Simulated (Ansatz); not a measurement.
**A series of single points on I**

System: I (Cmce, 4 atoms in the cell).
Method: Kohn-Sham DFT of a periodic cell, LDA, Ansatz PAW, no spin polarisation (Ansatz 0.2.0).

The 5 runs differ only in the geometry, by an even scaling of the cell at fixed fractional positions. The structure derives from an entry of the Crystallography Open Database.

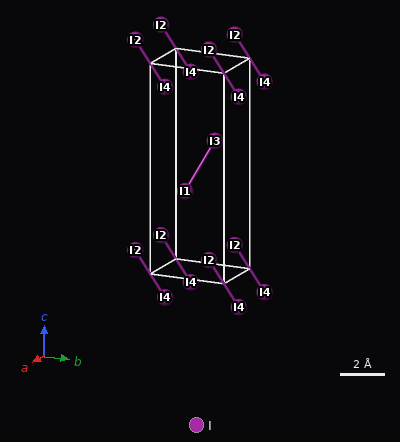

Figure 1. The structure of run 3 (ball-and-stick view of the cell of the calculation, seen slightly off an axis; atoms are numbered from 1 in the order of the input).

## Input of run 3
```yaml
crystal:
  lattice:
    - [3.635035, -2.39502, 0.0]
    - [3.635035, 2.39502, 0.0]
    - [0.0, 0.0, 9.79344]
  atoms:
    - { symbol: I, position: [0.6493, 0.3507, 0.3844] }
    - { symbol: I, position: [0.1493, 0.8507, 0.1156] }
    - { symbol: I, position: [0.3507, 0.6493, 0.6156] }
    - { symbol: I, position: [0.8507, 0.1493, 0.8844] }
hamiltonian:
  xc: lda
  pseudopotentials: { kind: paw }
kpoints:
  mp_grid: { grid: [7, 7, 3] }
scf:
  occupations: { method: fermi_dirac, width: 0.05 }
output:
  forces: true
  stress: true
  eigenvalues: true
```

Command:
```bash
ansatz run input.yaml --threads 2 --pin off --max-ram 5120MiB --backend cpu --events-out ev --progress --plain --runs-dir out
```

Run 2 differs from it as follows:
```diff
-    - [3.635035, -2.39502, 0.0]
-    - [3.635035, 2.39502, 0.0]
-    - [0.0, 0.0, 9.79344]
+    - [3.6106380569, -2.3789455559, 0.0]
+    - [3.6106380569, 2.3789455559, 0.0]
+    - [0.0, 0.0, 9.7277102343]
```

## Results, with one run withheld

| run | volume per atom (Å³) | free energy per atom, from the lowest run given (meV) | pressure (GPa) | gap on the mesh (eV) |
| --- | --- | --- | --- | --- |
| 1 | 40.073 | 0.00 | 0.82 | 1.35 |
| 2 | 41.778 | ? | ? | ? |
| 3 | 42.631 | 1.48 | −0.90 | 1.23 |
| 4 | 44.336 | 15.65 | −1.73 | 1.14 |
| 5 | 45.189 | 25.80 | −2.07 | 1.11 |

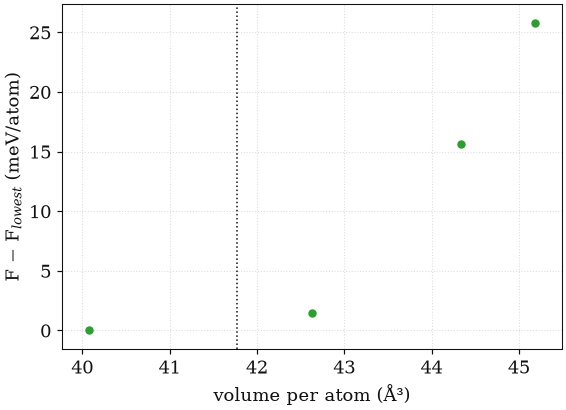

Figure 2. Free energy per atom of the runs given; the dotted line marks run 2.

Fit the runs given and predict run 2.

A quadratic polynomial in V^(−2/3) (the Birch–Murnaghan form), fitted to the 4 runs given, misses them by at most 0.05 meV per atom. With x = V^(−2/3) − 0.08150 Å⁻², it reads F = 3.6357 − 5290.8 x + 1.1184e+06 x² (meV per atom). At run 2 it gives −1.89 meV per atom, and the run itself gives −1.99. The slope of the fit gives a pressure −dF/dV of −0.38 GPa there, and the run prints −0.40 GPa. The fit has its minimum at 41.174 Å³ per atom, where V d²F/dV² gives 27.2 GPa. Cell shape and fractional positions are held, so this is the stiffness under even scaling; the relaxed bulk modulus wasn't computed and can be far lower in a crystal of layers, chains or molecules like this one. The gap on the mesh goes, without turning, from 1.35 eV in run 1 to 1.11 eV in run 5; run 2 has 1.27 eV. These are gaps of this functional on this mesh, which can miss the band edges; they aren't the measured gap.

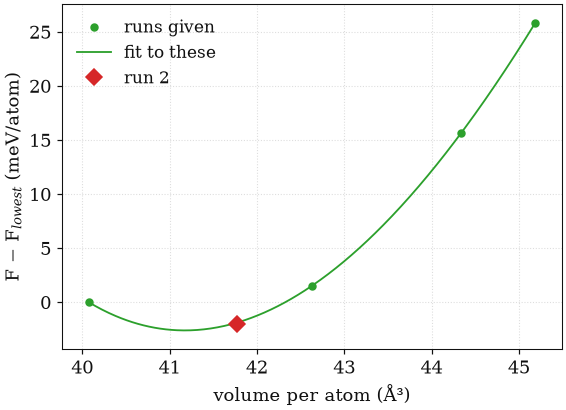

Figure 3. The fit and the withheld run.

## Output, shortened to warnings, some set-up lines, iterations and results (run 2)
```
Basis set: ecut = 420 eV, 3247 PW (Γ)
Symmetry: 8 space group operations
k-points: 32 of 147
Initial density: superposition of atomic densities (neutral atoms: chi_scale 0, normalization atom), corrected by the library's trained network
[...]
SCF iter   1: F=—  HF=-29423.148594 eV  |F-HF|=—  |Δ(HF+E_count)|=         —  Δρ=4.14e-3  dr2=9.44e-3  ethr=1.77e-3  ⟨swp⟩=9.0  Hψ=6368  notcnv=0  defer=14
SCF iter   2: F=—  HF=-29423.149775 eV  |F-HF|=—  |Δ(HF+E_count)|=   1.18e-3  Δρ=2.14e-3  dr2=3.10e-3  ethr=1.39e-5  ⟨swp⟩=2.1  Hψ=2050  notcnv=0  defer=34
SCF iter   3: F=—  HF=-29423.149783 eV  |F-HF|=—  |Δ(HF+E_count)|=   7.77e-6  Δρ=3.78e-4  dr2=3.71e-4  ethr=4.56e-6  ⟨swp⟩=3.0  Hψ=2393  notcnv=0  defer=5
SCF iter   4: F=—  HF=-29423.149707 eV  |F-HF|=—  |Δ(HF+E_count)|=   7.61e-5  Δρ=1.22e-4  dr2=3.73e-5  ethr=5.46e-7  ⟨swp⟩=3.0  Hψ=2558  notcnv=0  defer=5
SCF iter   5: F=—  HF=-29423.149710 eV  |F-HF|=—  |Δ(HF+E_count)|=   3.30e-6  Δρ=2.96e-5  dr2=2.54e-6  ethr=5.49e-8  ⟨swp⟩=2.0  Hψ=1585  notcnv=0  defer=5
SCF iter   6: F=—  HF=-29423.149711 eV  |F-HF|=—  |Δ(HF+E_count)|=   5.20e-7  Δρ=7.00e-6  dr2=1.49e-7  ethr=3.73e-9  ⟨swp⟩=3.0  Hψ=2477  notcnv=0  defer=5
SCF iter   7: F=-29423.149711 eV  HF=-29423.149711 eV  |F-HF|=8.41e-9  |Δ(HF+E_count)|=   1.22e-8  Δρ=1.99e-6  dr2=1.17e-8  ethr=1.47e-10  ⟨swp⟩=8.1  Hψ=5304  notcnv=0
SCF 1 converged in 7 iterations: F = -29423.149711 eV  dr2 = 1.17e-8
SCF converged after 7 iterations
Free energy (F): -29423.149711 eV
Harris-Foulkes:  -29423.149711 eV  (|F-HF|=8.41e-9)
Internal energy: -29423.149710 eV  (E = F + TS)
E sigma→0 (E₀):  -29423.149710 eV
Entropy (-TS):   -0.000001 eV (-0.000 meV/atom)
Fermi energy:    5.458139 eV
--- Per-component energies (eV) ---
  E_band       = -1594.895916
  E_kinetic    = 758.523907
  E_local      = -8170.364492  (includes V_loc(G=0)·N_el)
  E_nonlocal   = -346.980158
  E_hartree    = 4173.108008
  E_xc         = -508.703397
  E_vxc        = -513.768615  (∫ρ·V_xc dr)
  E_paw        = -18633.962668  (= ΣΔE_a)
  E_vpaw       = -1668.526290  (= ΣTr[D̂ρ^β])
  E_aug_tail   = 0.000222  (compensation charges beyond the density's cutoff)
  E_ewald      = -6697.895992
  E_core_change = 3.124860  (= ΣΔE_core)
  E_smearing   = -0.000001  (= −TS)
  E_closure    = 0.000000  (closes the sum)
  Σ components = -29423.149711   (vs F -29423.149711, Δ=0.00e0)
--- Forces (eV/Å), atoms counted from 1 ---
  atom   1  I      0.00000000    -0.41740910    -0.80508011
  atom   2  I      0.00000000    -0.41740910     0.80508011
  atom   3  I      0.00000000     0.41740910     0.80508011
  atom   4  I      0.00000000     0.41740910    -0.80508011
  max |Σ_I F_I| component: 0.00e0 eV/Å
--- Stress (GPa, compression-positive) ---
       -0.708998       0.000000       0.000000
        0.000000      -0.966167       0.000000
        0.000000       0.000000       0.488002
  P = ⅓ Tr σ = -0.3957 GPa (-3.957 kbar)
```
